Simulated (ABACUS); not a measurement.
# Band-structure run of MoTe2 (part 2 of 2)

MoTe2 (P6₃/mmc, 6 atoms in the cell); Kohn-Sham DFT of a periodic cell, r2SCAN, SG15 ONCV 1.2 PBE, no spin polarisation (ABACUS 3.10.1); cutoff 1306.15 eV, 6×6×1 k-mesh, fermi-dirac of 0.05 eV. The structure derives from an entry of the Crystallography Open Database.

Geometry of the input (Å; fractional positions):
```
3.5182  0.0000  0.0000
-1.7591  3.0469  0.0000
0.0000  0.0000  13.9736
Te 0.6667  0.3333  0.3790
Te 0.3333  0.6667  0.8790
Te 0.6667  0.3333  0.1210
Te 0.3333  0.6667  0.6210
Mo 0.6667  0.3333  0.7500
Mo 0.3333  0.6667  0.2500
```

### What the program printed, continued
```
----------------------------------------------------------

 PW ALGORITHM --------------- ION=   1  ELEC=   7--------------------------------

 Density error is 3.72441416013e-07
                          Error Threshold = 2.99258152702e-09
----------------------------------------------------------
     Energy           Rydberg                 eV
----------------------------------------------------------
 E_KohnSham     -970.1764065320      -13199.9271939990
 E_Harris       -970.1824458151      -13200.0093626617
 E_Fermi        0.9982675189         13.5821263859
----------------------------------------------------------

 PW ALGORITHM --------------- ION=   1  ELEC=   8--------------------------------

 Density error is 8.53588392677e-09
                          Error Threshold = 4.04827626101e-10
----------------------------------------------------------
     Energy           Rydberg                 eV
----------------------------------------------------------
 E_KohnSham     -970.1764066097      -13199.9271950571
 E_KS(sigma->0) -970.1764060811      -13199.9271878644
 E_Harris       -970.1775413434      -13199.9426339006
 E_band         -81.2680143686       -1105.7080605594
 E_one_elec     -425.8077238562      -5793.4112968547
 E_Hartree      242.7657118029       3302.9969595456
 E_xc           -102.3753348229      -1392.8878882499
 E_Ewald        -684.7590586762      -9316.6249551127
 E_entropy(-TS) -0.0000010573        -0.0000143854
 E_descf        0.0000000000         0.0000000000
 E_exx          0.0000000000         0.0000000000
 E_Fermi        0.9982447131         13.5818160963
----------------------------------------------------------

 charge density convergence is achieved
 final etot is -13199.927195 eV
 EFERMI = 13.581816096 eV
The vacuum level is 16.969736494 eV

 STATE ENERGY(eV) AND OCCUPATIONS    NSPIN == 1
 1/7 kpoint (Cartesian) = 0.0000 0.0000 0.0000 (4020 pws)
       1       -50.2056      0.0555556
       2       -50.2056      0.0555556
       3       -23.4321      0.0555556
       4       -23.4321      0.0555556
       5       -23.4320      0.0555556
       6       -23.4320      0.0555556
       7       -23.3656      0.0555556
       8       -23.3656      0.0555556
       9       -23.1696      0.0555556
      10       -23.1696      0.0555556
      11       -23.1693      0.0555556
      12       -23.1693      0.0555556
      13       -23.1351      0.0555556
      14       -23.1351      0.0555556
      15       -23.1338      0.0555556
      16       -23.1338      0.0555556
      17       -23.1006      0.0555556
      18       -23.1006      0.0555556
      19       -23.0987      0.0555556
      20       -23.0987      0.0555556
      21       -23.0909      0.0555556
      22       -23.0892      0.0555556
      23       -23.0783      0.0555556
      24       -23.0765      0.0555556
      25       -22.9560      0.0555556
      26       -22.9560      0.0555556
      27       -22.9557      0.0555556
      28       -22.9557      0.0555556
      29      -0.630126      0.0555556
      30      -0.321722      0.0555556
      31       0.285481      0.0555556
      32       0.770510      0.0555556
      33        6.99804      0.0555556
      34        8.31679      0.0555556
      35        9.89983      0.0555556
      36        11.1886      0.0555556
      37        11.1886      0.0555556
      38        11.2065      0.0555556
      39        11.2065      0.0555556
      40        12.0128      0.0555556
      41        12.0128      0.0555556
      42        12.0524      0.0555556
      43        12.0524      0.0555556
      44        12.1363      0.0555556
      45        12.6553      0.0555556
      46        13.1466      0.0555463
      47        16.0876    9.54316e-24
      48        16.0876    9.54316e-24
      49        16.2162    7.28726e-25
      50        16.2162    7.28726e-25
      51        16.2931    1.56756e-25
      52        16.2931    1.56756e-25
      53        16.5366    1.20143e-27
      54        16.5366    1.20143e-27
      55        19.2014    8.58077e-51
      56        19.8073    4.68217e-56
      57        21.0987    2.84346e-67
      58        21.4992    9.45041e-71
      59        22.1773    1.21740e-76
      60        22.8195    3.21642e-82
      61        22.8195    3.21642e-82
      62        23.3074    1.86014e-86

 2/7 kpoint (Cartesian) = -0.16667 0.096225 0.0000 (4003 pws)
       1       -50.2031       0.333333
       2       -50.2031       0.333333
       3       -23.4385       0.333333
       4       -23.4384       0.333333
       5       -23.4378       0.333333
       6       -23.4376       0.333333
       7       -23.4331       0.333333
       8       -23.4330       0.333333
       9       -23.1630       0.333333
      10       -23.1627       0.333333
      11       -23.1464       0.333333
      12       -23.1459       0.333333
      13       -23.1406       0.333333
      14       -23.1401       0.333333
      15       -23.1361       0.333333
      16       -23.1350       0.333333
      17       -23.1013       0.333333
      18       -23.0992       0.333333
      19       -23.0882       0.333333
      20       -23.0878       0.333333
      21       -23.0751       0.333333
      22       -23.0740       0.333333
      23       -23.0483       0.333333
      24       -23.0476       0.333333
      25       -22.9800       0.333333
      26       -22.9797       0.333333
      27       -22.9504       0.333333
      28       -22.9498       0.333333
      29      -0.234582       0.333333
      30      0.0666559       0.333333
      31       0.571733       0.333333
      32        1.01933       0.333333
      33        7.42971       0.333333
      34        8.71379       0.333333
      35        9.67498       0.333333
      36        10.3145       0.333333
      37        10.3965       0.333333
      38        10.9081       0.333333
      39        11.4859       0.333333
      40        11.5190       0.333333
      41        11.5310       0.333333
      42        11.5833       0.333333
      43        11.7983       0.333333
      44        12.1786       0.333333
      45        12.6821       0.333333
      46        12.7015       0.333333
      47        15.0265    9.43073e-14
      48        15.3326    2.06890e-16
      49        15.3425    1.69818e-16
      50        15.5749    1.62496e-18
      51        15.6062    8.69166e-19
      52        15.8924    2.83792e-21
      53        16.2862    1.07828e-24
      54        16.5946    2.25889e-27
      55        20.0370    2.84372e-57
      56        20.8391    3.06963e-64
      57        21.3108    2.45572e-68
      58        21.7100    8.36487e-72
      59        21.8683    3.52730e-73
      60        21.8933    2.13980e-73
      61        22.1938    5.25184e-76
      62        23.5067    2.07177e-87

 3/7 kpoint (Cartesian) = -0.33333 0.19245 0.0000 (4022 pws)
       1       -50.1982       0.333333
       2       -50.1982       0.333333
       3       -23.5181       0.333333
       4       -23.5178       0.333333
       5       -23.4532       0.333333
       6       -23.4528       0.333333
       7       -23.4511       0.333333
       8       -23.4508       0.333333
       9       -23.1576       0.333333
      10       -23.1571       0.333333
      11       -23.1499       0.333333
      12       -23.1496       0.333333
      13       -23.1418       0.333333
      14       -23.1410       0.333333
      15       -23.1339       0.333333
      16       -23.1332       0.333333
      17       -23.1024       0.333333
      18       -23.1000       0.333333
      19       -23.0921       0.333333
      20       -23.0895       0.333333
      21       -23.0671       0.333333
      22       -23.0659       0.333333
      23       -23.0139       0.333333
      24       -23.0120       0.333333
      25       -22.9555       0.333333
      26       -22.9545       0.333333
      27       -22.9417       0.333333
      28       -22.9405       0.333333
      29       0.776616       0.333333
      30        1.02924       0.333333
      31        1.29705       0.333333
      32        1.61689       0.333333
      33        7.99127       0.333333
      34        8.38841       0.333333
      35        8.79975       0.333333
      36        8.81901       0.333333
      37        9.11470       0.333333
      38        9.64426       0.333333
      39        10.7553       0.333333
      40        10.8504       0.333333
      41        11.0213       0.333333
      42        11.6768       0.333333
      43        11.8544       0.333333
      44        12.0563       0.333333
      45        12.1042       0.333333
      46        12.2573       0.333333
      47        14.3970    2.76678e-08
      48        14.7116    5.12928e-11
      49        14.9285    6.68832e-13
      50        14.9861    2.11405e-13
      51        15.5082    6.17482e-18
      52        16.4800    2.23612e-26
      53        16.6711    4.89322e-28
      54        16.9983    7.03658e-31
      55        18.6214    5.62120e-45
      56        19.5567    4.22694e-53
      57        19.8355    1.59954e-55
      58        20.0487    2.25203e-57
      59        20.2020    1.04829e-58
      60        21.3480    1.16674e-68
      61        21.8492    5.16531e-73
      62        22.2212    3.03371e-76

 4/7 kpoint (Cartesian) = 0.50000 0.86603 0.0000 (4009 pws)
       1       -50.1957       0.166667
       2       -50.1957       0.166667
       3       -23.5507       0.166667
       4       -23.5503       0.166667
       5       -23.4612       0.166667
       6       -23.4607       0.166667
       7       -23.4591       0.166667
       8       -23.4587       0.166667
       9       -23.1700       0.166667
      10       -23.1695       0.166667
      11       -23.1434       0.166667
      12       -23.1433       0.166667
      13       -23.1420       0.166667
      14       -23.1412       0.166667
      15       -23.1312       0.166667
      16       -23.1306       0.166667
      17       -23.1028       0.166667
      18       -23.1003       0.166667
      19       -23.0977       0.166667
      20       -23.0941       0.166667
      21       -23.0631       0.166667
      22       -23.0618       0.166667
      23       -23.0216       0.166667
      24       -23.0190       0.166667
      25       -22.9383       0.166667
      26       -22.9369       0.166667
      27       -22.9163       0.166667
      28       -22.9152       0.166667
      29        1.52701       0.166667
      30        1.66297       0.166667
      31        1.82521       0.166667
      32        1.96305       0.166667
      33        7.05573       0.166667
      34        7.33682       0.166667
      35        8.00924       0.166667
      36        8.12436       0.166667
      37        9.02137       0.166667
      38        9.73905       0.166667
      39        10.4390       0.166667
      40        10.5449       0.166667
      41        11.0275       0.166667
      42        11.1634       0.166667
      43        12.1101       0.166667
      44        12.1700       0.166667
      45        12.3811       0.166667
      46        12.6662       0.166667
      47        14.5083    1.49385e-09
      48        14.5641    4.89924e-10
      49        14.7424    1.38417e-11
      50        15.0450    3.25471e-14
      51        15.9891    2.05400e-22
      52        16.5087    6.29873e-27
      53        17.1046    4.20440e-32
      54        17.2637    1.74292e-33
      55        17.3771    1.80298e-34
      56        17.6252    1.26426e-36
      57        19.0783    3.01772e-49
      58        20.0873    5.20221e-58
      59        20.1801    8.12089e-59
      60        20.3110    5.92279e-60
      61        20.8233    2.10371e-64
      62        21.7066    4.47964e-72

 5/7 kpoint (Cartesian) = -0.16667 0.28868 0.0000 (4020 pws)
       1       -50.1994       0.333333
       2       -50.1994       0.333333
       3       -23.4994       0.333333
       4       -23.4993       0.333333
       5       -23.4658       0.333333
       6       -23.4655       0.333333
       7       -23.4299       0.333333
       8       -23.4295       0.333333
       9       -23.1565       0.333333
      10       -23.1565       0.333333
      11       -23.1473       0.333333
      12       -23.1470       0.333333
      13       -23.1387       0.333333
      14       -23.1386       0.333333
      15       -23.1380       0.333333
      16       -23.1378       0.333333
      17       -23.1031       0.333333
      18       -23.1008       0.333333
      19       -23.0905       0.333333
      20       -23.0885       0.333333
      21       -23.0692       0.333333
      22       -23.0680       0.333333
      23       -23.0100       0.333333
      24       -23.0085       0.333333
      25       -22.9756       0.333333
      26       -22.9753       0.333333
      27       -22.9435       0.333333
      28       -22.9423       0.333333
      29       0.477562       0.333333
      30       0.751776       0.333333
      31        1.08555       0.333333
      32        1.45212       0.333333
      33        8.06512       0.333333
      34        8.95678       0.333333
      35        9.34310       0.333333
      36        9.38108       0.333333
      37        9.53401       0.333333
      38        9.87123       0.333333
      39        10.1106       0.333333
      40        10.5915       0.333333
      41        11.3580       0.333333
      42        11.3650       0.333333
      43        11.8932       0.333333
      44        12.1665       0.333333
      45        12.2820       0.333333
      46        12.4066       0.333333
      47        14.0929    1.21170e-05
      48        14.8121    6.86386e-12
      49        14.8518    3.10448e-12
      50        14.8965    1.26982e-12
      51        15.2015    2.84613e-15
      52        15.6417    4.27523e-19
      53        16.3663    2.17382e-25
      54        17.1453    3.72136e-32
      55        20.0231    3.75244e-57
      56        20.5011    2.64502e-61
      57        21.1205    1.10391e-66
      58        21.6428    3.20558e-71
      59        21.8823    2.66413e-73
      60        22.1654    9.26291e-76
      61        22.3827    1.20139e-77
      62        22.5167    8.22649e-79

 6/7 kpoint (Cartesian) = 0.50000 0.67358 0.0000 (4029 pws)
       1       -50.1957       0.666667
       2       -50.1957       0.666667
       3       -23.5494       0.666667
       4       -23.5492       0.666667
       5       -23.4952       0.666667
       6       -23.4946       0.666667
       7       -23.4189       0.666667
       8       -23.4185       0.666667
       9       -23.1608       0.666667
      10       -23.1603       0.666667
      11       -23.1519       0.666667
      12       -23.1516       0.666667
      13       -23.1375       0.666667
      14       -23.1371       0.666667
      15       -23.1337       0.666667
      16       -23.1330       0.666667
      17       -23.1053       0.666667
      18       -23.1027       0.666667
      19       -23.1006       0.666667
      20       -23.0975       0.666667
      21       -23.0635       0.666667
      22       -23.0626       0.666667
      23       -23.0277       0.666667
      24       -23.0254       0.666667
      25       -22.9383       0.666667
      26       -22.9365       0.666667
      27       -22.9141       0.666667
      28       -22.9135       0.666667
      29        1.46568       0.666667
      30        1.63114       0.666667
      31        1.78949       0.666667
      32        1.97455       0.666667
      33        7.65695       0.666667
      34        7.87126       0.666667
      35        8.35254       0.666667
      36        8.40786       0.666667
      37        9.16833       0.666667
      38        9.78117       0.666667
      39        9.81080       0.666667
      40        10.1817       0.666667
      41        10.5560       0.666667
      42        10.8555       0.666667
      43        11.2012       0.666667
      44        11.4462       0.666667
      45        12.5465       0.666667
      46        12.7107       0.666667
      47        14.3158    2.80924e-07
      48        14.7320    6.81781e-11
      49        14.8421    7.53006e-12
      50        15.1187    2.98184e-14
      51        15.1482    1.65496e-14
      52        15.9520    1.72373e-21
      53        16.3395    7.42730e-25
      54        17.5212    4.04338e-35
      55        17.9758    4.55398e-39
      56        18.8429    1.33899e-46
      57        19.9255    5.28603e-56
      58        20.6693    1.83116e-62
      59        21.7050    1.84785e-71
      60        21.7678    5.26535e-72
      61        21.8658    7.41770e-73
      62        22.5368    1.10085e-78

[... levels at 1 further k points ...]

------------------------------------------------------------------------------------------
 TOTAL-FORCE (eV/Angstrom)
------------------------------------------------------------------------------------------
                       Te1         0.0000000000         0.0000000000        -0.1918239992
                       Te2         0.0000000000         0.0000000000        -0.1918239992
                       Te3         0.0000000000         0.0000000000         0.1918239992
                       Te4         0.0000000000         0.0000000000         0.1918239992
                       Mo1         0.0000000000         0.0000000000         0.0000000000
                       Mo2         0.0000000000         0.0000000000         0.0000000000
------------------------------------------------------------------------------------------

----------------------------------------------------------------
 TOTAL-STRESS (KBAR)
----------------------------------------------------------------
        19.1112227892         0.0000000000        -0.0000000000
         0.0000000000        19.1112227892         0.0000000000
         0.0000000000        -0.0000000000        13.2890809508
----------------------------------------------------------------
 TOTAL-PRESSURE: 17.170509 KBAR

 --------------------------------------------
 !FINAL_ETOT_IS -13199.9271950570819172 eV
 --------------------------------------------
```

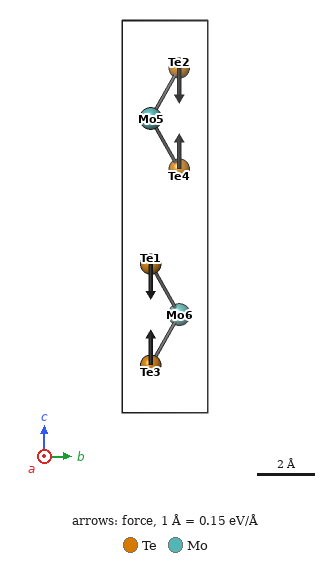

**Figure 1.** Forces on the atoms as black arrows (ball-and-stick view of the cell of the calculation, along the a axis; atoms are numbered from 1 in the order of the input). The largest act on all 4 Te atoms (0.19 eV/Å). The geometry is not a stationary point of this energy.

### Summary

| quantity | value |
| --- | --- |
| outcome | converged |
| space group (tolerance 0.01 Å) | P6₃/mmc (194) |
| electrons treated | 92 |
| free energy | −13199.9272 eV |
| Fermi energy | 13.582 eV |
| gap on the k-point mesh | 0.95 eV |
| pressure | 1.72 GPa |
| largest force (length of the vector) | 0.192 eV/Å |
| hardware | 4 threads of AMD EPYC (Zen 5), 32 GiB of memory available, shared host |
| wall time | 59 s (CPU time 4 min) |
| peak memory | 0.64 GiB |
